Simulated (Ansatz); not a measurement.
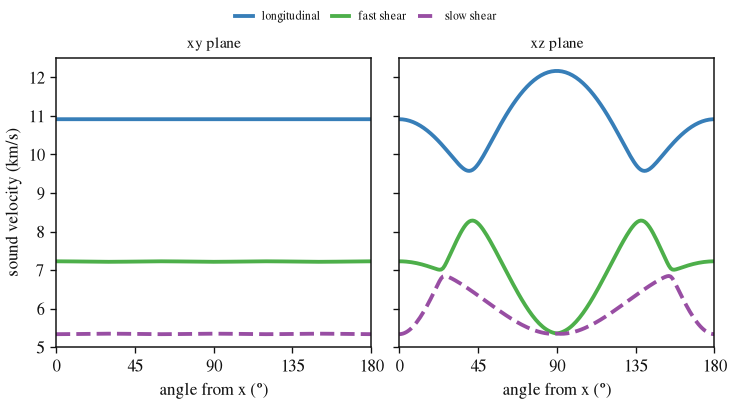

How it was computed, with Ansatz 0.2.0: elastic stress-strain coefficients at zero temperature from small strains of the given cell, Voigt order xx yy zz yz xz xy, Cartesian axes of the cell vectors; plane waves with PAW datasets, Γ-centred k mesh. Level: PBE, no spin polarisation.

```json
{"setting": "wave cutoff", "value": "420 eV"}
{"setting": "k mesh", "value": "12×12×12"}
{"setting": "occupations", "value": "fixed"}
{"setting": "ions", "value": "relaxed"}
{"setting": "strain amplitude", "value": "0.002"}
```

Starting cell:
```
CELL_PARAMETERS angstrom
1.40333 0.81021 9.52351
-1.40333 0.81021 9.52351
0.00000 -1.62042 9.52351
ATOMIC_POSITIONS crystal
Li 0.00000 0.00000 0.00000
Li 0.50000 0.50000 0.50000
Li 0.91424 0.91424 0.91424
Li 0.08576 0.08576 0.08576
H 0.79284 0.79284 0.79284
H 0.20716 0.20716 0.20716
H 0.62383 0.62383 0.62383
H 0.37617 0.37617 0.37617
```

Sound velocities against the direction of travel in the xy and xz planes, from the elastic constants and the density for LiH, space group R-3m (No. 166) (cell built by us, not taken from a database).

Along x the longitudinal wave runs at 10.91 km/s and the transverse ones at 7.23 and 5.34 km/s; along y the longitudinal wave runs at 10.92 km/s and the transverse ones at 7.22 and 5.35 km/s; along z the longitudinal wave runs at 12.17 km/s and the transverse ones at 5.35 and 5.35 km/s; along x + y they run at 10.92, 7.22 and 5.34 km/s (density 0.813 g/cm³). Over all directions E runs from 62 to 120 GPa, a ratio of 1.94. E is 95 GPa along x, 95 GPa along y and 120 GPa along z, and 64 GPa along the body diagonal x + y + z. The Hill averages are K = 36 GPa and G = 36 GPa, Poisson's ratio 0.12; K/G = 0.99.
